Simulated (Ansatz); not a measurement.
# Run report: Zr5N6, single-point calculation (part 2 of 2)

Zr5N6 (slab, 11 atoms in the cell); DFT PBE, scalar-relativistic, plane waves, PAW, no spin polarisation (Ansatz 0.2.0); cutoff 420 eV, 12×12×1 k-mesh, Gaussian smearing of 0.1 eV. The structure derives from an entry of the Crystallography Open Database. It belongs to a series of runs on one base structure; here: (1 1 1) slab cut from the bulk.

Geometry of the input (Å; fractional positions):
```
3.2489  0.0000  0.0000
-1.6245  2.8136  0.0000
0.0000  0.0000  28.2636
N  0.3333  0.6667  0.2654
Zr 0.6667  0.3333  0.3123
N  0.0000  0.0000  0.3592
Zr 0.3333  0.6667  0.4061
N  0.6667  0.3333  0.4531
Zr 0.0000  0.0000  0.5000
N  0.3333  0.6667  0.5469
Zr 0.6667  0.3333  0.5939
N  0.0000  0.0000  0.6408
Zr 0.3333  0.6667  0.6877
N  0.6667  0.3333  0.7346
```

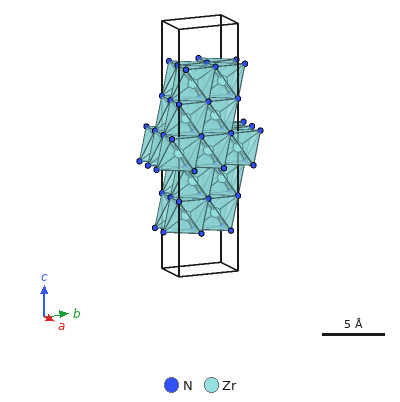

*The structure as given in the input (polyhedral view of the 2 × 2 repeat of the cell, with the vacuum cut short, seen slightly off an axis; polyhedra are completed across the faces of the cell). An atom can appear more than once, as a periodic image.*

**What the program printed, continued**
```
SCF iter   1: F=—  HF=-23236.230986 eV  |F-HF|=—  |Δ(HF+E_count)|=         —  Δρ=1.37e-2  dr2=5.02e0  ethr=1.77e-3  p=0.000 e·Å  D=3.16e-13 V/Å  ΔV_dip=-0.00 eV  dr2_dipole=1.32e-8  V_vac-E_F(+/−)=7.99/7.99 eV  ⟨swp⟩=6.6  Hψ=4947  notcnv=0  defer=1
efield: sawtooth ramp at fractional position 0.9800 (placed from the atoms, in the widest stretch of the axis that holds none; the zero of the levels goes with the place), width 0.0400; the density the first Hamiltonian is built on has a dipole p = 0.000 e·Å; the dipole correction subtracts the counter field D = 3.16e-13 V/Å, which shifts the + side's vacuum level by -0.00 eV against the − side's; the planar-averaged density in the ramp window peaks in size at 6.0e-5 e/Å³
preconditioner: auto → LDOS  [metal: Δε(μ)=0.021 eV  Ē_g=8.387 eV  σ=0.100 eV  W_gap=0.12  n_scr=50 (ndim 8)  ℏωp=16.3 eV  f_vac=0.448  D(μ)=4.38/eV (n_scr^D=14)  β→1.0]
SCF iter   2: F=—  HF=-23236.105300 eV  |F-HF|=—  |Δ(HF+E_count)|=   1.26e-1  Δρ=1.37e-2  dr2=2.99e0  ethr=1.77e-3  p=-0.000 e·Å  D=-2.97e-5 V/Å  ΔV_dip=0.00 eV  dr2_dipole=1.09e-4  V_vac-E_F(+/−)=7.98/7.98 eV  ⟨swp⟩=2.3  Hψ=1582  notcnv=0  defer=65
SCF iter   3: F=—  HF=-23236.031987 eV  |F-HF|=—  |Δ(HF+E_count)|=   7.33e-2  Δρ=1.87e-3  dr2=1.13e-1  ethr=1.77e-3  p=-0.000 e·Å  D=-1.41e-5 V/Å  ΔV_dip=0.00 eV  dr2_dipole=1.96e-6  V_vac-E_F(+/−)=8.04/8.04 eV  ⟨swp⟩=1.7  Hψ=1219  notcnv=0  defer=52
SCF iter   4: F=—  HF=-23236.032363 eV  |F-HF|=—  |Δ(HF+E_count)|=   3.76e-4  Δρ=1.53e-3  dr2=6.85e-2  ethr=1.26e-4  p=-0.000 e·Å  D=-4.52e-6 V/Å  ΔV_dip=0.00 eV  dr2_dipole=3.68e-6  V_vac-E_F(+/−)=8.06/8.06 eV  ⟨swp⟩=2.3  Hψ=1358  notcnv=0  defer=61
SCF iter   5: F=—  HF=-23236.030851 eV  |F-HF|=—  |Δ(HF+E_count)|=   1.51e-3  Δρ=6.24e-4  dr2=1.08e-2  ethr=7.61e-5  p=-0.000 e·Å  D=-2.79e-6 V/Å  ΔV_dip=0.00 eV  dr2_dipole=6.40e-7  V_vac-E_F(+/−)=8.06/8.06 eV  ⟨swp⟩=1.3  Hψ=1036  notcnv=0  defer=61
SCF iter   6: F=—  HF=-23236.030602 eV  |F-HF|=—  |Δ(HF+E_count)|=   2.49e-4  Δρ=1.34e-4  dr2=3.63e-4  ethr=1.20e-5  p=0.000 e·Å  D=8.64e-7 V/Å  ΔV_dip=-0.00 eV  dr2_dipole=4.72e-8  V_vac-E_F(+/−)=8.07/8.07 eV  ⟨swp⟩=1.5  Hψ=1173  notcnv=0  defer=61
SCF iter   7: F=—  HF=-23236.030624 eV  |F-HF|=—  |Δ(HF+E_count)|=   2.26e-5  Δρ=5.60e-5  dr2=1.46e-5  ethr=4.03e-7  p=0.000 e·Å  D=7.86e-7 V/Å  ΔV_dip=-0.00 eV  dr2_dipole=3.96e-9  V_vac-E_F(+/−)=8.07/8.07 eV  ⟨swp⟩=2.1  Hψ=1493  notcnv=0  defer=61
SCF iter   8: F=—  HF=-23236.030591 eV  |F-HF|=—  |Δ(HF+E_count)|=   3.39e-5  Δρ=8.95e-5  dr2=1.45e-4  ethr=1.62e-8  p=-0.000 e·Å  D=-7.39e-7 V/Å  ΔV_dip=0.00 eV  dr2_dipole=6.91e-10  V_vac-E_F(+/−)=8.08/8.08 eV  ⟨swp⟩=3.0  Hψ=2107  notcnv=0  defer=66
SCF iter   9: F=—  HF=-23236.030583 eV  |F-HF|=—  |Δ(HF+E_count)|=   7.64e-6  Δρ=2.43e-5  dr2=1.34e-5  ethr=1.62e-8  p=-0.000 e·Å  D=-3.58e-7 V/Å  ΔV_dip=0.00 eV  dr2_dipole=1.45e-10  V_vac-E_F(+/−)=8.08/8.08 eV  ⟨swp⟩=2.1  Hψ=1625  notcnv=0  defer=67
SCF iter  10: F=—  HF=-23236.030582 eV  |F-HF|=—  |Δ(HF+E_count)|=   6.38e-7  Δρ=5.36e-6  dr2=3.96e-7  ethr=1.49e-8  p=-0.000 e·Å  D=-1.11e-7 V/Å  ΔV_dip=0.00 eV  dr2_dipole=4.45e-12  V_vac-E_F(+/−)=8.08/8.08 eV  ⟨swp⟩=1.1  Hψ=993  notcnv=0  defer=67
SCF iter  11: F=-23236.030582 eV  HF=-23236.030582 eV  |F-HF|=3.40e-9  |Δ(HF+E_count)|=   6.48e-8  Δρ=7.19e-7  dr2=4.25e-9  ethr=1.11e-10  p=-0.000 e·Å  D=-3.68e-8 V/Å  ΔV_dip=0.00 eV  dr2_dipole=7.15e-12  V_vac-E_F(+/−)=8.08/8.08 eV  ⟨swp⟩=23.3  Hψ=10297  notcnv=0
SCF 1 converged in 11 iterations: F = -23236.030582 eV  dr2 = 4.25e-9
  greatest PAW one-centre occupation: 0.996 electrons in one spin orbital (limit 2), on the Zr atom at site 5 (counted from 0), in its partial waves of l = 0
WARN: The output density's exchange-correlation potential varies sharply where the density is thin. Do not read a vacuum level from v_tot or v_xc, or from such a field of the output density. On a cell that repeats whose density bears no net charge and no dipole along the vacuum's axis use v_es (v_loc + v_h of the components); under efield.dipole_correction with no amplitude use v_es + v_field, which holds any external_charges[].barrier, or the levels of the report's work_function block, which leave it out; under a non-zero efield.amplitude the vacuum is tilted and has no level; on a cell that repeats and bears such a dipole with no correction it is tilted too, and efield.dipole_correction with no amplitude gives each side of its ramp a level where efield: is served; in a cell that repeats whose density bears a net charge (total_charge, or a fill off its count) it is curved and has none; of a slab under crystal.periodic whose density bears no net charge use v_es, which has a level on each side, short of where the two are joined; of another it falls or rises all the way out and has none; of a slab beside external_charges read slab_vacuum_level instead, which it has where they leave it neutral. The grid or the basis barely resolves most such structure, and the values can differ between equally converged runs; as a rule a tighter scf.convergence.dr2_threshold does not remove it. Where the density itself ripples (under the LDA too) a higher basis.ecutwfc lessens it. The files hold the spikes' plane waves up to the density's cutoff. Files: v_tot_of_output_density and the like, and their columns of v_z.tsv (output.write_potential); v_xc_of_output_density and the like, and their columns of v_comp_z.tsv (output.write_potential_components). Measured: with its Gaussian average of σ = 0.25 Å subtracted twice, the exchange-correlation potential is over 0.1 eV at 13 of the grid points where the equally averaged density (valence and model cores) is under 1e-3 e/Å³, and 0.133 eV at the most among them, at an averaged density of 1.0e-7 e/Å³. The input density's (outcome.potential() and, of a run that writes arrays, v_tot and v_xc) is over 0.1 eV, so measured, at 6 points of its own thin density, 0.201 eV at the most. See output.write_potential in the manual, Limitations
SCF converged after 11 iterations
Free energy (F): -23236.030582 eV
Harris-Foulkes:  -23236.030582 eV  (|F-HF|=3.40e-9)
Internal energy: -23235.998866 eV  (E = F + TS)
E sigma→0 (E₀):  -23236.014724 eV
Entropy (-TS):   -0.031717 eV (-2.883 meV/atom)
Fermi energy:    4.084029 eV
Dipole field:    D = 0.000003 V/Å  (p = 0.000004 e·Å, saw-weighted, corrected)
Work function:   Φ+ = 8.0762 eV   Φ− = 8.0763 eV
Levels:          The Fermi level and band energies are counted from a zero that moves with the ramp; work functions are not
--- Per-component energies (eV) ---
  E_band       = -1229.627390
  E_kinetic    = 2446.837828
  E_local      = -99067.852885  (includes V_loc(G=0)·N_el)
  E_nonlocal   = 662.203182
  E_hartree    = 48328.620113
  E_xc         = -1174.444325
  E_vxc        = -1420.383886  (∫ρ·V_xc dr)
  E_paw        = -15526.841549  (= ΣΔE_a)
  E_vpaw       = -507.679878  (= ΣTr[D̂ρ^β])
  E_aug_tail   = 0.000650  (compensation charges beyond the density's cutoff)
  E_efield     = 0.000000  (sawtooth field / dipole correction)
  E_vefield    = 0.000000  (∫n·V_field dr)
  E_ewald      = 41095.478119
  E_smearing   = -0.031717  (= −TS)
  E_closure    = 0.000000  (closes the sum)
  Σ components = -23236.030582   (vs F -23236.030582, Δ=0.00e0)
--- Forces (eV/Å), atoms counted from 1 ---
  atom   1  N     -0.00000000     0.00000000     4.84508764
  atom   2  Zr     0.00000000     0.00000000    -6.31358393
  atom   3  N     -0.00000000    -0.00000000     1.26505116
  atom   4  Zr    -0.00000000    -0.00000000     0.27496498
  atom   5  N      0.00000000     0.00000000    -0.16823542
  atom   6  Zr    -0.00000000     0.00000000    -0.00000000
  atom   7  N     -0.00000000    -0.00000000     0.16823557
  atom   8  Zr     0.00000000     0.00000000    -0.27496469
  atom   9  N      0.00000000     0.00000000    -1.26504404
  atom  10  Zr    -0.00000000    -0.00000000     6.31357390
  atom  11  N      0.00000000    -0.00000000    -4.84508409
  max |Σ_I F_I| component: 1.08e-6 eV/Å
--- Stress (GPa, compression-positive) ---
       -0.598432       0.000000       0.000000
        0.000000      -0.598432       0.000000
        0.000000       0.000000      -5.179380
  P = ⅓ Tr σ = -2.1254 GPa (-21.254 kbar)
--- Band table (eV; the first three rows and the last of 19) ---
  k-point 0: bands = ["-45.4890", "-45.4395", "-45.3914", "-44.1056", "-44.1056", "-24.1362", "-23.7780", "-23.3550", "-23.2149", "-23.2149", "-23.1760", "-23.1760", "-23.1489", "-23.1489", "-22.2606", "-22.2533", "-21.8191", "-21.8191", "-21.8191", "-21.8191", "-11.9097", "-11.2422", "-10.5470", "-10.1246", "-7.5008", "-7.4967", "-3.0830", "-1.9513", "-1.3341", "-1.3341", "-0.6520", "-0.6520", "-0.6062", "0.2227", "0.2227", "0.6540", "1.0235", "1.0235", "2.8763", "3.0959", "3.7036", "3.7036", "3.9296", "3.9296", "4.1823", "4.2081", "4.2081", "4.8401", "4.9638", "4.9638", "5.7550", "6.0422", "6.0422", "6.5653", "6.5653", "7.0497"]
  k-point 1: bands = ["-45.4814", "-45.4334", "-45.3869", "-44.0998", "-44.0998", "-24.1118", "-23.7700", "-23.3760", "-23.2661", "-23.2338", "-23.2228", "-23.2002", "-23.1881", "-23.1541", "-22.2482", "-22.2426", "-21.8764", "-21.8762", "-21.8306", "-21.8306", "-11.8029", "-11.1770", "-10.5362", "-10.1853", "-7.4918", "-7.4899", "-2.9560", "-1.9667", "-1.2787", "-1.2106", "-0.9671", "-0.6179", "-0.2991", "-0.0767", "0.2113", "0.6579", "0.7257", "0.9083", "2.7633", "2.8197", "3.5773", "3.7516", "3.8074", "3.8933", "4.0717", "4.3888", "4.4035", "4.7987", "5.1017", "5.1440", "5.8391", "6.0557", "6.1635", "6.6430", "6.6929", "7.0319"]
  k-point 2: bands = ["-45.4605", "-45.4167", "-45.3746", "-44.0837", "-44.0837", "-24.0448", "-23.7603", "-23.4858", "-23.4027", "-23.3552", "-23.2809", "-23.2610", "-23.2211", "-23.1725", "-22.2172", "-22.2145", "-22.0287", "-22.0283", "-21.8620", "-21.8620", "-11.5236", "-11.0232", "-10.5218", "-10.3382", "-7.4575", "-7.4572", "-2.6168", "-1.9405", "-1.3097", "-1.1546", "-0.9370", "-0.5531", "-0.5096", "-0.2472", "0.0581", "0.1684", "0.5716", "0.6843", "2.4252", "2.5448", "3.1137", "3.6527", "3.7700", "3.7953", "3.9467", "4.4671", "4.7327", "4.8070", "5.5710", "5.6162", "5.6933", "6.4133", "6.4742", "6.9152", "7.0558", "7.2639"]
  k-point 18: bands = ["-45.3385", "-45.3363", "-45.3363", "-44.0059", "-44.0059", "-23.9101", "-23.9101", "-23.8662", "-23.7576", "-23.6879", "-23.6879", "-23.4300", "-23.4300", "-23.3771", "-22.3816", "-22.3810", "-22.3515", "-22.3515", "-22.0801", "-22.0801", "-10.8191", "-10.8191", "-10.3969", "-10.3959", "-7.1331", "-7.1331", "-2.0239", "-1.8344", "-1.8344", "-1.1577", "-1.1577", "-0.8163", "-0.8163", "-0.7974", "-0.4656", "-0.4656", "-0.2859", "-0.2783", "2.2284", "2.2296", "3.3333", "3.3333", "3.7168", "3.7168", "4.9589", "4.9589", "5.0586", "5.8384", "5.9689", "5.9689", "6.9679", "6.9679", "7.2143", "8.2466", "8.2466", "8.3632"]
```

**Summary**

```json
{"quantity": "outcome", "value": "converged"}
{"quantity": "electrons treated", "value": "90"}
{"quantity": "free energy", "value": "−23236.0306 eV"}
{"quantity": "work function, top face", "value": "8.08 eV"}
{"quantity": "work function, bottom face", "value": "8.08 eV"}
{"quantity": "Fermi energy", "value": "4.084 eV"}
{"quantity": "gap on the k-point mesh", "value": "none (metallic)"}
{"quantity": "work function (upper face)", "value": "8.08 eV"}
{"quantity": "largest force (length of the vector)", "value": "6.314 eV/Å"}
{"quantity": "hardware", "value": "1 thread of Intel Xeon @ 2.90GHz (Ice Lake), 32 GiB of memory available, shared host"}
{"quantity": "wall time", "value": "35 s"}
{"quantity": "peak memory", "value": "0.6 GiB"}
```

**Remarks**

The program warns: the exchange-correlation potential is rough where the density is thin.
